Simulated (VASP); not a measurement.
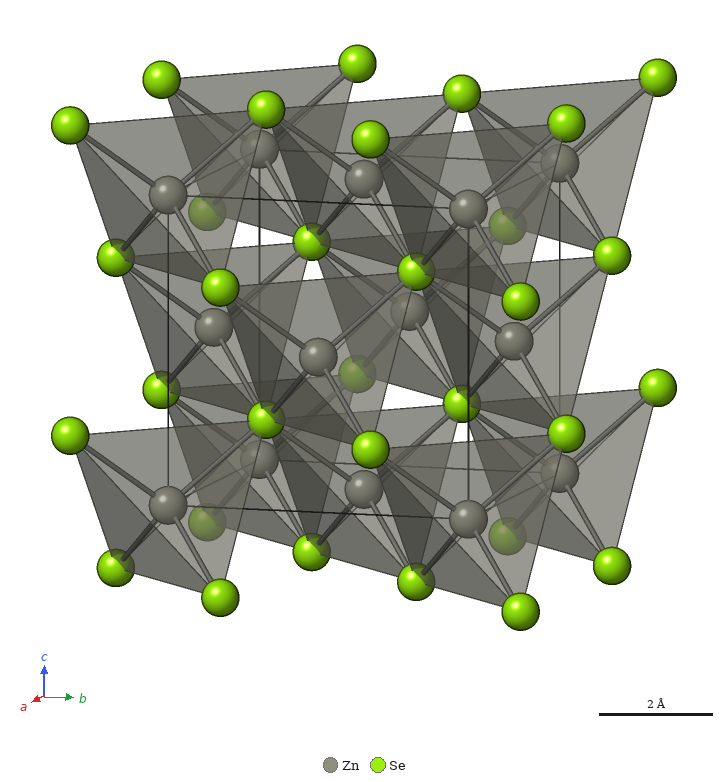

The structure as given in the input (polyhedral view of the cell 4 times as large as that of the calculation, set on its symmetry axes, seen slightly off an axis; polyhedra are completed across the faces of the cell).

Run report: ZnSe, geometry relaxation

The run: geometry relaxation of ZnSe (F-43m, 2 atoms in the cell). Method and program: Kohn-Sham DFT of a periodic cell, PBEsol, VASP PAW PBE potentials, recommended, no spin polarisation (VASP 6.6.1).

The structure derives from an entry of the Crystallography Open Database.

### INCAR
```
SYSTEM = ZnSe
  ALGO = Normal
  EDIFF = 1E-7
  EDIFFG = -0.01
  ENCUT = 600
  GGA = PS
  IBRION = 2
  ISIF = 2
  ISMEAR = 0
  LASPH = .True.
  LCHARG = .False.
  LREAL = .False.
  LWAVE = .False.
  NELM = 80
  NSW = 40
  PREC = Accurate
  SIGMA = 0.03
```

### KPOINTS
```
k-points
0
Gamma
  8 8 8
  0 0 0
```

### POSCAR
```
ZnSe                                    
1.0
    0.0000000000      2.8017334036      2.8017334036
    2.8017334036      0.0000000000      2.8017334036
    2.8017334036      2.8017334036      0.0000000000
  Zn              Se            
     1     1
Direct
     0.0000000000000000    0.0000000000000000    0.0000000000000000
     0.2500000000000000    0.2500000000000000    0.2500000000000000
```

Run on 1 thread of Intel Xeon @ 2.90GHz (Ice Lake), 64 GiB of memory available, shared host.

Launched with:
```bash
cat potpaw_PBE.64/Zn/POTCAR potpaw_PBE.64/Se/POTCAR > POTCAR
mpirun -np 1 vasp_std > vasp.out
```

### OSZICAR
```
N       E                     dE             d eps       ncg     rms          rms(c)
DAV:   1     0.901962039100E+02    0.90196E+02   -0.99175E+03   754   0.178E+03
DAV:   2    -0.930525925532E+00   -0.91127E+02   -0.86601E+02   794   0.291E+02
DAV:   3    -0.701136607390E+01   -0.60808E+01   -0.60497E+01   929   0.750E+01
DAV:   4    -0.707545680429E+01   -0.64091E-01   -0.64071E-01   829   0.796E+00
DAV:   5    -0.707579662077E+01   -0.33982E-03   -0.33981E-03   889   0.567E-01    0.498E+00
DAV:   6    -0.678915082054E+01    0.28665E+00   -0.82414E-01   943   0.342E+01    0.385E+00
DAV:   7    -0.677189720359E+01    0.17254E-01   -0.22863E-01   829   0.501E+00    0.167E+00
DAV:   8    -0.676957742377E+01    0.23198E-02   -0.39645E-03   884   0.688E-01    0.480E-01
DAV:   9    -0.676931828702E+01    0.25914E-03   -0.78041E-04   892   0.464E-01    0.670E-02
DAV:  10    -0.676936545566E+01   -0.47169E-04   -0.23493E-04   914   0.218E-01    0.248E-02
DAV:  11    -0.676936060329E+01    0.48524E-05   -0.31957E-05  1011   0.867E-02    0.471E-03
DAV:  12    -0.676936057116E+01    0.32134E-07   -0.81779E-06   862   0.232E-02    0.201E-03
DAV:  13    -0.676936059755E+01   -0.26398E-07   -0.62387E-07   844   0.939E-03
   1 F= -.67693606E+01 E0= -.67693606E+01  d E =-.676936E+01
```

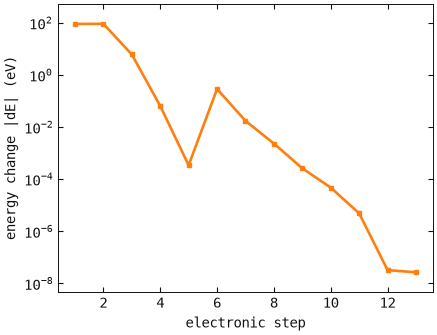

Convergence of the self-consistent field: energy change |dE| against the electronic step. It takes 13 electronic steps. The density is held fixed in the first few steps, and dE rises again when its update begins.

### Parts of OUTCAR
```
SYSTEM = ZnSe
   EDIFF = 1E-7
   EDIFFG = -0.01
   ENCUT = 600
   GGA = PS
   IBRION = 2
   ISIF = 2
   ISMEAR = 0
   LASPH = .True.
   LREAL = .False.
   NELM = 80
   NSW = 40
   PREC = Accurate

 ion  position               nearest neighbor table
   1  0.000  0.000  0.000-   2 2.43   2 2.43   2 2.43   2 2.43
   2  0.250  0.250  0.250-   1 2.43   1 2.43   1 2.43   1 2.43

  LATTYP: Found a face centered cubic cell.
 ALAT       =     5.6034668072

  Lattice vectors:

 A1 = (   0.0000000000,   2.8017334036,   2.8017334036)
 A2 = (   2.8017334036,   0.0000000000,   2.8017334036)
 A3 = (   2.8017334036,   2.8017334036,   0.0000000000)

Analysis of symmetry for initial positions (statically):
=====================================================================
 Subroutine PRICEL returns:
 Original cell was already a primitive cell.

 Routine SETGRP: Setting up the symmetry group for a
 face centered cubic supercell.

 Subroutine GETGRP returns: Found 24 space group operations
 (whereof 24 operations were pure point group operations)
 out of a pool of 48 trial point group operations.

The static configuration has the point symmetry T_d .

Analysis of symmetry for dynamics (positions and initial velocities):
=====================================================================
 Subroutine PRICEL returns:
 Original cell was already a primitive cell.

 Routine SETGRP: Setting up the symmetry group for a
 face centered cubic supercell.

 Subroutine GETGRP returns: Found 24 space group operations
 (whereof 24 operations were pure point group operations)
 out of a pool of 48 trial point group operations.

The dynamic configuration has the point symmetry T_d .

 Subroutine INISYM returns: Found 24 space group operations
 (whereof 24 operations are pure point group operations),
 and found     1 'primitive' translations

----------------------------------------------------------------------------------------

                                     Primitive cell

  volume of cell :      43.9856

  direct lattice vectors                    reciprocal lattice vectors
     0.000000000  2.801733404  2.801733404    -0.178460948  0.178460948  0.178460948
     2.801733404  0.000000000  2.801733404     0.178460948 -0.178460948  0.178460948
     2.801733404  2.801733404  0.000000000     0.178460948  0.178460948 -0.178460948

  length of vectors
     3.962249378  3.962249378  3.962249378     0.309103430  0.309103430  0.309103430

  position of ions in fractional coordinates (direct lattice)
     0.000000000  0.000000000  0.000000000
     0.250000000  0.250000000  0.250000000

  ion indices of the primitive-cell ions
   primitive index   ion index
                 1           1
                 2           2

----------------------------------------------------------------------------------------

 KPOINTS: k-points

Automatic generation of k-mesh.
 Grid dimensions read from file:
 generate k-points for:    8    8    8

 Generating k-lattice:

  Cartesian coordinates                     Fractional coordinates (reciprocal lattice)
    -0.022307619  0.022307619  0.022307619     0.125000000  0.000000000  0.000000000
     0.022307619 -0.022307619  0.022307619     0.000000000  0.125000000  0.000000000
     0.022307619  0.022307619 -0.022307619     0.000000000  0.000000000  0.125000000

  Length of vectors
     0.038637929  0.038637929  0.038637929

  Shift w.r.t. Gamma in fractional coordinates (k-lattice)
     0.000000000  0.000000000  0.000000000

 Subroutine IBZKPT returns following result:
 ===========================================

 Found     29 irreducible k-points:

 Following reciprocal coordinates:
            Coordinates               Weight
  0.000000  0.000000  0.000000      1.000000
  0.125000  0.000000  0.000000      8.000000
  0.250000  0.000000  0.000000      8.000000
  0.375000  0.000000  0.000000      8.000000
  0.500000  0.000000  0.000000      4.000000
  0.125000  0.125000  0.000000      6.000000
  0.250000  0.125000  0.000000     24.000000
  0.375000  0.125000  0.000000     24.000000
  0.500000  0.125000  0.000000     24.000000
 -0.375000  0.125000  0.000000     24.000000
 -0.250000  0.125000  0.000000     24.000000
 -0.125000  0.125000  0.000000     12.000000
  0.250000  0.250000  0.000000      6.000000
  0.375000  0.250000  0.000000     24.000000
  0.500000  0.250000  0.000000     24.000000
 -0.375000  0.250000  0.000000     24.000000
 -0.250000  0.250000  0.000000     12.000000
  0.375000  0.375000  0.000000      6.000000
  0.500000  0.375000  0.000000     24.000000
 -0.375000  0.375000  0.000000     12.000000
  0.500000  0.500000  0.000000      3.000000
  0.375000  0.250000  0.125000     24.000000
  0.500000  0.250000  0.125000     48.000000
 -0.375000  0.250000  0.125000     24.000000
 [... further k-points ...]
   k-points           NKPTS =     29   k-points in BZ     NKDIM =     29   number of bands    NBANDS=     13
   number of dos      NEDOS =    301   number of ions     NIONS =      2
   total plane-waves  NPLWV =  32768
   dimension x,y,z NGX =    32 NGY =   32 NGZ =   32
   dimension x,y,z NGXF=    64 NGYF=   64 NGZF=   64
   ions per type =               1   1
   NGX,Y,Z   is equivalent  to a cutoff of  13.43, 13.43, 13.43 a.u.
   NGXF,Y,Z  is equivalent  to a cutoff of  26.85, 26.85, 26.85 a.u.
 SYSTEM =  ZnSe
   PREC   = accura    normal or accurate (medium, high low for compatibility)
   ISTART =      0    job   : 0-new  1-cont  2-samecut
   ICHARG =      2    charge: 1-file 2-atom 10-const
   ISPIN  =      1    spin polarized calculation?
   LNONCOLLINEAR =      F non collinear calculations
   LSORBIT =      F    spin-orbit coupling
   LASPH  =      T    aspherical Exc in radial PAW
   ENCUT  =  600.0 eV  44.10 Ry    6.64 a.u.   7.91  7.91  7.91*2*pi/ulx,y,z
   NELM   =     80;   NELMIN=  2; NELMDL= -5     # of ELM steps
   EDIFF  = 0.1E-06   stopping-criterion for ELM
   LREAL  =      F    real-space projection
   EDIFFG = -.1E-01   stopping-criterion for IOM
   NSW    =     40    number of steps for IOM
   IBRION =      2    ionic relax: 0-MD 1-quasi-New 2-CG
   NFREE  =      1    steps in history (QN), initial steepest desc. (CG)
   ISIF   =      2    stress and relaxation
   ISYM   =      2    0-nonsym 1-usesym 2-fastsym
   POTIM  = 0.5000    time-step for ionic-motion
   TEBEG  =    0.0;   TEEND  =   0.0 temperature during run
   PSTRESS=    0.0 pullay stress
   NELECT =      18.0000    total number of electrons
   NUPDOWN=      -1.0000    fix difference up-down
   EMIN   =  10.00;   EMAX   =-10.00  energy-range for DOS
   EFERMI =   0.00;   METHOD = LEGACY
   ISMEAR =     0;   SIGMA  =   0.03  broadening in eV -4-tet -1-fermi 0-gaus
   EFERMI_NEDOS =   21; number of points for ismear=-14 and -15
   IALGO  =     38    algorithm
   IMIX   =      4    mixing-type and parameters
     AMIX     =   0.40;   BMIX     =  1.00
     AMIX_MAG =   1.60;   BMIX_MAG =  1.00
  volume/ion in A,a.u.               =      21.99       148.41
  Fermi-wavevector in a.u.,A,eV,Ry     =   1.215427  2.296824 20.099379  1.477263
  Thomas-Fermi vector in A             =   2.350814
   LORBIT       =      0    0 simple, 1 ext, 2 COOP (PROOUT), +10 PAW based schemes
   GGA     = PS    functional components
   LHFCALC =     F    Hartree Fock is set to
   AEXX    =    0.0000 exact exchange contribution
   IVDW    =     0    specifies the selected vdW correction
   LEPSILON=     F    determine dielectric tensor
   LRPA    =     F    only Hartree local field effects (RPA)
 conjugate gradient relaxation of ions
 non-spin polarized calculation
 Gauss-broadening in eV      SIGMA  =   0.03
  energy-cutoff  :      600.00
  volume of cell :       43.99
 maximum number of plane-waves:      1480
   NGX = 15   NGY = 15   NGZ = 15

 number of electron      17.9999986 magnetization

 Free energy of the ion-electron system (eV)
  ---------------------------------------------------
  ext. energy  EPLUGINS =         0.00000000
  ---------------------------------------------------
  free energy    TOTEN  =        -6.76936060 eV

  energy without entropy =       -6.76936060  energy(sigma->0) =       -6.76936060

 E-fermi :   1.9330     XC(G=0):  -9.6823     alpha+bet : -7.4553

 val. band max:        1.7866032054   @ k =   0.0000   0.0000   0.0000
 cond. band min:       3.0942892845   @ k =   0.0000   0.0000   0.0000
 fundamental gap:      1.3076860791
 Fermi energy:         1.9330169375

 k-point     1 :       0.0000    0.0000    0.0000
  band No.  band energies     occupation
      1     -11.7258      2.00000
      2      -4.9026      2.00000
      3      -4.9026      2.00000
      4      -4.9026      2.00000
      5      -4.4992      2.00000
      6      -4.4992      2.00000
      7       1.7866      2.00000
      8       1.7866      2.00000
      9       1.7866      2.00000
     10       3.0943      0.00000
     11       7.5050      0.00000
     12       7.5050      0.00000
     13       7.5050      0.00000

 k-point     2 :       0.1250    0.0000    0.0000
  band No.  band energies     occupation
      1     -11.6174      2.00000
      2      -4.8991      2.00000
      3      -4.8854      2.00000
      4      -4.8854      2.00000
      5      -4.5009      2.00000
      6      -4.5009      2.00000
      7       0.4141      2.00000
      8       1.6225      2.00000
      9       1.6225      2.00000
     10       4.0972      0.00000
     11       7.4590      0.00000
     12       7.7728      0.00000
     13       7.7728      0.00000

 k-point     3 :       0.2500    0.0000    0.0000
  band No.  band energies     occupation
      1     -11.3347      2.00000
      2      -4.8510      2.00000
      3      -4.8476      2.00000
      4      -4.8476      2.00000
      5      -4.4994      2.00000
      6      -4.4994      2.00000
      7      -1.3881      2.00000
      8       1.2747      2.00000
      9       1.2747      2.00000
     10       4.5268      0.00000
     11       8.1612      0.00000
     12       8.1612      0.00000
     13       8.3479      0.00000

 k-point     4 :       0.3750    0.0000    0.0000
  band No.  band energies     occupation
      1     -11.0144      2.00000
      2      -4.8177      2.00000
      3      -4.8177      2.00000
      4      -4.6531      2.00000
      5      -4.4877      2.00000
      6      -4.4877      2.00000
      7      -2.9015      2.00000
      8       0.9739      2.00000
      9       0.9739      2.00000
     10       4.3790      0.00000
     11       8.1587      0.00000
     12       8.1587      0.00000
     13       9.8063      0.00000

 k-point     5 :       0.5000    0.0000    0.0000
  band No.  band energies     occupation
      1     -10.8677      2.00000
      2      -4.8082      2.00000
      3      -4.8082      2.00000
      4      -4.4791      2.00000
      5      -4.4791      2.00000
      6      -4.3289      2.00000
      7      -3.7216      2.00000
      8       0.8592      2.00000
      9       0.8592      2.00000
     10       4.2891      0.00000
     11       8.0808      0.00000
     12       8.0808      0.00000
     13      10.2767      0.00000

 [... the levels of 18 k-points are left out ...]

 k-point    24 :      -0.3750    0.2500    0.1250
  band No.  band energies     occupation
      1     -10.7245      2.00000
      2      -4.7955      2.00000
      3      -4.7512      2.00000
      4      -4.5391      2.00000
      5      -4.4925      2.00000
      6      -4.2737      2.00000
      7      -3.3504      2.00000
      8      -0.7777      2.00000
      9       0.2157      2.00000
     10       6.0428      0.00000
     11       7.1830      0.00000
     12       9.2119      0.00000
     13      10.4578      0.00000

 [... further k-points ...]

------------------------ aborting loop because EDIFF is reached ----------------------------------------

  FORCE on cell =-STRESS in cart. coord.  units (eV):
  Direction    XX          YY          ZZ          XY          YZ          ZX
  --------------------------------------------------------------------------------------
  -------------------------------------------------------------------------------------
  Total        0.3687145      0.3687145      0.3687145     -0.0000000      0.0000000      0.0000000
  in kB       13.4304446     13.4304446     13.4304446     -0.0000000      0.0000000      0.0000000
  external PRESSURE =      13.4304446 kB  Pullay stress =       0.0000000 kB

 VOLUME and BASIS-vectors are now :
 -----------------------------------------------------------------------------
  energy-cutoff  :      600.00
  volume of cell :       43.99
      direct lattice vectors                 reciprocal lattice vectors
     0.000000000  2.801733404  2.801733404    -0.178460948  0.178460948  0.178460948
     2.801733404  0.000000000  2.801733404     0.178460948 -0.178460948  0.178460948
     2.801733404  2.801733404  0.000000000     0.178460948  0.178460948 -0.178460948

 POSITION                                       TOTAL-FORCE (eV/Angst)
 -----------------------------------------------------------------------------------
      0.00000      0.00000      0.00000        -0.000000     -0.000000      0.000000
      1.40087      1.40087      1.40087         0.000000      0.000000     -0.000000
 -----------------------------------------------------------------------------------
    total drift:                                0.000001      0.000001      0.000001

  FREE ENERGIE OF THE ION-ELECTRON SYSTEM (eV)
  ---------------------------------------------------
  free  energy   TOTEN  =        -6.7693605976 eV

  energy  without entropy=       -6.7693605976  energy(sigma->0) =       -6.76936060

 reached required accuracy - stopping structural energy minimisation
```

### CONTCAR
```
ZnSe
   1.00000000000000
     0.0000000000000000    2.8017334036000001    2.8017334036000001
     2.8017334036000001    0.0000000000000000    2.8017334036000001
     2.8017334036000001    2.8017334036000001    0.0000000000000000
  Zn              Se
     1     1
Direct
     0.0000000000000000    0.0000000000000000    0.0000000000000000
     0.2500000000000000    0.2500000000000000    0.2500000000000000

  0.00000000E+00  0.00000000E+00  0.00000000E+00
  0.00000000E+00  0.00000000E+00  0.00000000E+00
```

### Summary

| quantity | value |
| --- | --- |
| outcome | converged |
| space group (tolerance 0.01 Å) | F-43m (216) |
| electrons treated | 18 |
| free energy | −6.7694 eV |
| Fermi energy | 1.933 eV |
| gap on the k-point mesh | 1.31 eV |
| pressure | 1.34 GPa |
| final volume | 43.99 Å³ |
| largest force (length of the vector) | under 0.001 eV/Å |
| wall time | 27 s |
| peak memory | 0.18 GiB |
